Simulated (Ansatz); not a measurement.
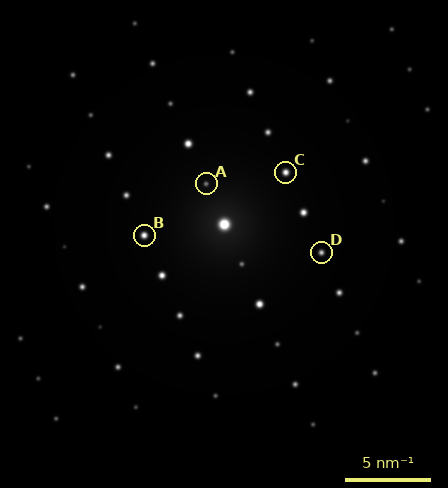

Kinematic zone-axis pattern, calculated for 80 keV electrons with B = 1 Å². The zone axis points towards the electron source and the pattern is seen from the source side.

The sample is Ga, space group C2/c (No. 15), a = 2.713 Å, b = 7.746 Å, c = 3.314 Å, β = 95.41°. Structure: the input geometry of an electronic-structure calculation (not necessarily at equilibrium).

Spot A is indexed 0 -2 0 and spot B 1 -1 -1.

Q: What are the indices of the remaining marked spots?

A: C = A − B = -1 -1 1 (d = 2.111 Å). D = −A − B = -1 3 1 (d = 1.672 Å).

Q: Which zone axis is this?

A: The cross product of A and B is parallel to [101]; every spot obeys hu + kv + lw = 0.

Q: What are the spacings of A and B and the angle between them?

A: d(A) = 3.873 Å, d(B) = 2.111 Å, and the angle is 74.2°.
